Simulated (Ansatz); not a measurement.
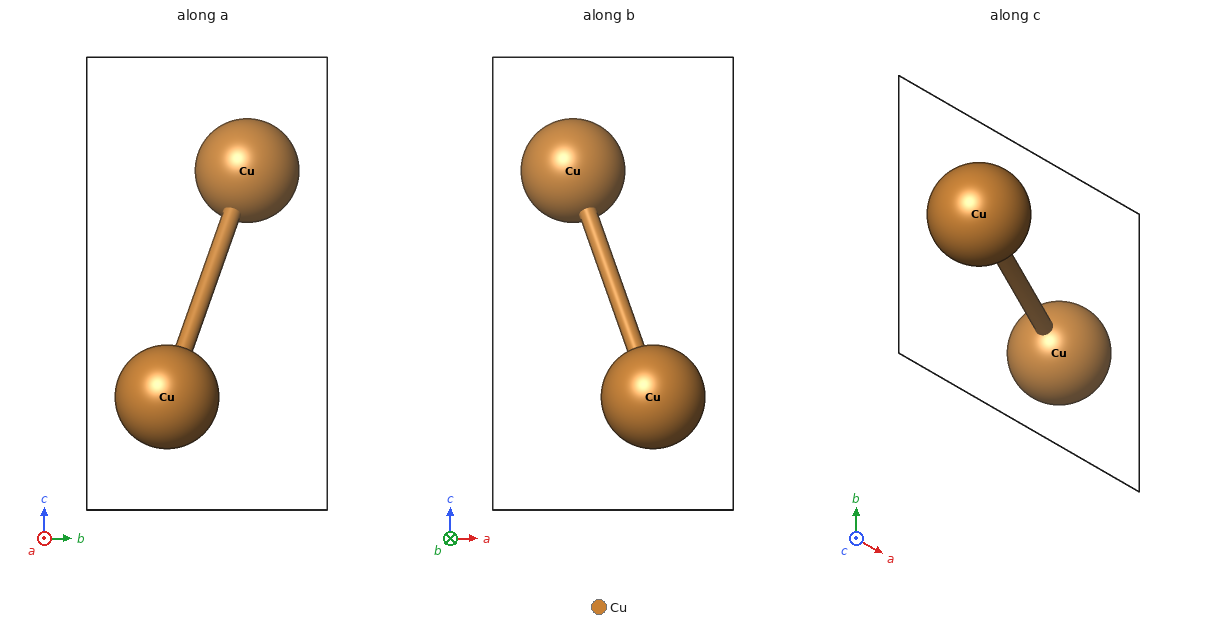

An orthographic ball-and-stick view of the structure, along the a axis, along the b axis and along the c axis. The parallelepiped is the conventional unit cell.

Lattice parameters: a = 2.531 Å, b = 2.531 Å, c = 4.128 Å, α = 90.00°, β = 90.00°, γ = 120.00°. Put a along x and b in the xy plane.

Write down what is shown as a POSCAR file.

Answer.
```
Cu
1.0
     2.531    0.000    0.000
    -1.266    2.192    0.000
     0.000    0.000    4.128
Cu
2
Direct
  0.3333 0.6667 0.7500
  0.6667 0.3333 0.2500
```

Starting structure: a structure type filled with this element by a generator (whether the element takes this form wasn't checked). Earlier steps of the study may have refined or changed the cell and positions. An electronic-structure calculation with Ansatz was run on it.
